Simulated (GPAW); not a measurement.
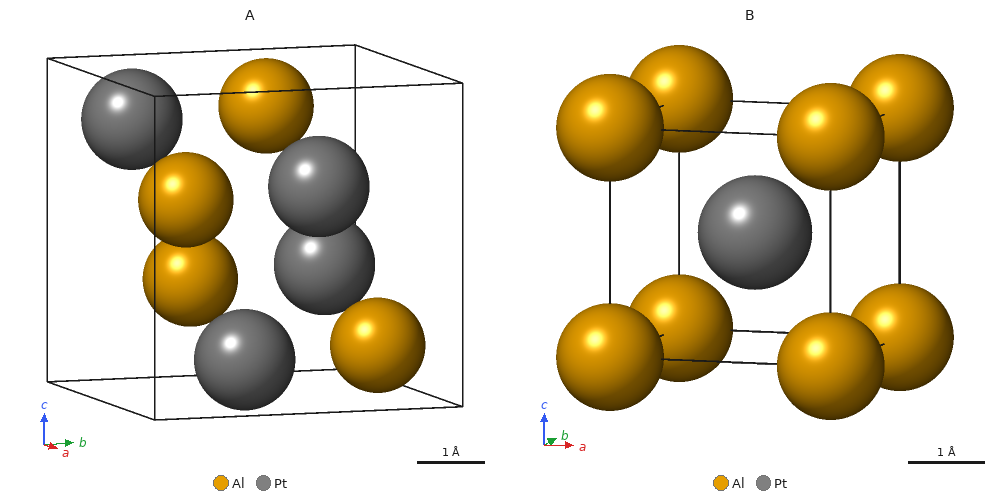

Two structures of AlPt, each relaxed (cell and atoms) at zero pressure; conventional cells in solid outline, small ones repeated, each panel with its own scale. Alike in all runs: GPAW 26.7.0; functional PBEsol; potentials PAW data sets generated in the run's folder for this functional; cutoff 600 eV; occupations fermi-dirac, width 0.05 eV; no spin polarisation; no spin-orbit coupling. The k meshes have like spacings.

**Name the structure in each panel.**

A: 8 atoms a cell on a primitive cubic lattice, P2₁3; B: caesium chloride (CsCl, B2) type, Pm-3m.

**Which of these is lowest in energy, and how far above it do the others lie?**

A, then B (+120 meV/atom), static energies at zero smearing.

**Collect the results in a table.**

| panel | space group | E − E(lowest) (meV/atom) | volume (Å³/atom) |
| --- | --- | --- | --- |
| A | P2₁3 | 0 | 14.5 |
| B | Pm-3m | 120 | 14.4 |

The starts are database entries or structure types tried for this composition, and the most stable form need not be among them.

Caveat: later steps reuse the first step's grids; spin-orbit coupling is left out, which matters for Pt, if less for volumes and forces than for levels.
